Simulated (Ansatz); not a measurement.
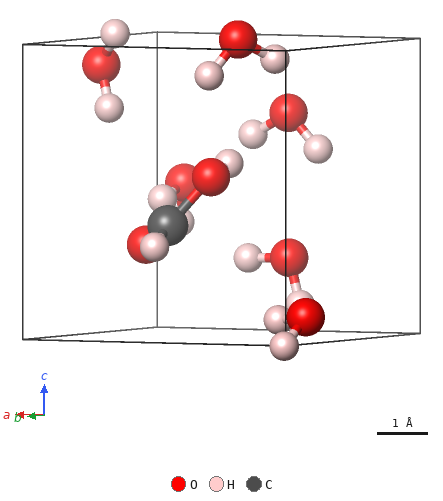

Starting frame of a dynamics run of a periodic cell with 6 H2O + 1 HCOOH at 1.17 g/cm³. The picture is a ball-and-stick view of the simulation cell, seen from a free direction.

Method: DFT PBE, scalar-relativistic, plane waves, PAW in Ansatz 0.2.0.

Input
```yaml
accuracy: low
crystal:
  lattice:
    - [6.024897, 0.0, 0.0]
    - [0.0, 6.024897, 0.0]
    - [0.0, 0.0, 6.024897]
  atoms:
    - { symbol: O, position: [0.47154837, 1.04494436, 0.73555873] }
    - { symbol: H, position: [0.61596191, 1.02688374, 0.65893503] }
    - { symbol: H, position: [0.36402704, 1.03553117, 0.61490173] }
    - { symbol: O, position: [0.85513511, 0.07016994, 0.4916453] }
    - { symbol: H, position: [0.85833258, 0.22617001, 0.44325152] }
    - { symbol: H, position: [0.91084922, -0.00540588, 0.35435042] }
    - { symbol: O, position: [1.01923661, 0.36598697, 0.9003703] }
    - { symbol: H, position: [0.9640095, 0.41571249, 0.75689387] }
    - { symbol: H, position: [0.92740636, 0.44336429, 1.01113631] }
    - { symbol: O, position: [0.4095796, 0.16155647, 0.25091586] }
    - { symbol: H, position: [0.57090972, 0.14985473, 0.24629719] }
    - { symbol: H, position: [0.36858367, 0.16037785, 0.09285531] }
    - { symbol: O, position: [0.33430642, 0.68889359, 0.01428659] }
    - { symbol: H, position: [0.3980149, 0.77911083, -0.10623974] }
    - { symbol: H, position: [0.25934666, 0.56197959, -0.05580294] }
    - { symbol: O, position: [-0.04002003, -0.08190234, 1.09093076] }
    - { symbol: H, position: [-0.02604865, 0.05057834, 0.99818105] }
    - { symbol: H, position: [0.10491749, -0.16136627, 1.07543654] }
    - { symbol: O, position: [0.50815214, 0.55027724, 0.53812412] }
    - { symbol: C, position: [0.64545309, 0.60261761, 0.37328639] }
    - { symbol: O, position: [0.79086315, 0.48067532, 0.3004791] }
    - { symbol: H, position: [0.5213765, 0.39182075, 0.57732227] }
    - { symbol: H, position: [0.61063484, 0.76985581, 0.30829808] }
basis:
  ecutwfc: 420.0
kpoints:
  mp_grid: { grid: [1, 1, 1] }
hamiltonian:
  xc: pbe
scf:
  occupations: { method: fermi_dirac, width: 0.02 }
  lower_state_search: "off"
md:
  timestep: 0.5
  n_steps: 300
  ensemble: nvt_langevin
  temperature: 1000.0
  initial_velocities: maxwell_boltzmann
  seed: 733091
  friction: 0.02
  masses: [{ species: H, mass: 2.014 }]
```

Launched with:
```bash
ansatz run input.yaml --threads 1 --pin off --max-ram 3072MiB --backend cpu --events-out ev --progress --plain --runs-dir out
```

### What does the trajectory do?

The mean temperature in the second half is 993 K (standard deviation 157 K). The potential energy in the second half lies on average 111 meV per atom above the first frame. Root-mean-square distances from the starting positions over the second half, with the common drift of all atoms taken out: H 0.90 Å, O 0.64 Å, C 0.55 Å. The heavy atoms stay within a fraction of a molecule's size of their starting places; so short a run doesn't tell a liquid from a solid.

Along the run (each row but the first and the last is the mean over the interval that it begins):

```json
{"time (fs)": "0.0", "potential energy (meV/atom)": "0.0", "T (K)": "957"}
{"time (fs)": "15.0", "potential energy (meV/atom)": "83.5", "T (K)": "722"}
{"time (fs)": "30.0", "potential energy (meV/atom)": "88.9", "T (K)": "770"}
{"time (fs)": "45.0", "potential energy (meV/atom)": "92.8", "T (K)": "687"}
{"time (fs)": "60.0", "potential energy (meV/atom)": "76.8", "T (K)": "873"}
{"time (fs)": "75.0", "potential energy (meV/atom)": "94.4", "T (K)": "855"}
{"time (fs)": "90.0", "potential energy (meV/atom)": "106.2", "T (K)": "986"}
{"time (fs)": "105.0", "potential energy (meV/atom)": "102.4", "T (K)": "1149"}
{"time (fs)": "120.0", "potential energy (meV/atom)": "128.3", "T (K)": "929"}
{"time (fs)": "135.0", "potential energy (meV/atom)": "124.1", "T (K)": "1044"}
{"time (fs)": "150.0", "potential energy (meV/atom)": "95.1", "T (K)": "1099"}
```

The paths of the atoms:

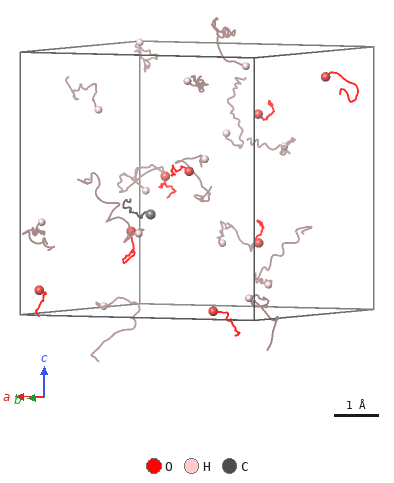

Limits of the set-up: the program's low-accuracy preset was used; masses were changed (H 2.014 u), which shifts the vibrations; the periodic images lie only 6.0 Å apart, so the values are limited by the cell's size.

Cost: 6.7 min on 1 thread of Arm Neoverse V1, with other jobs on the host, peak memory 0.33 GiB.
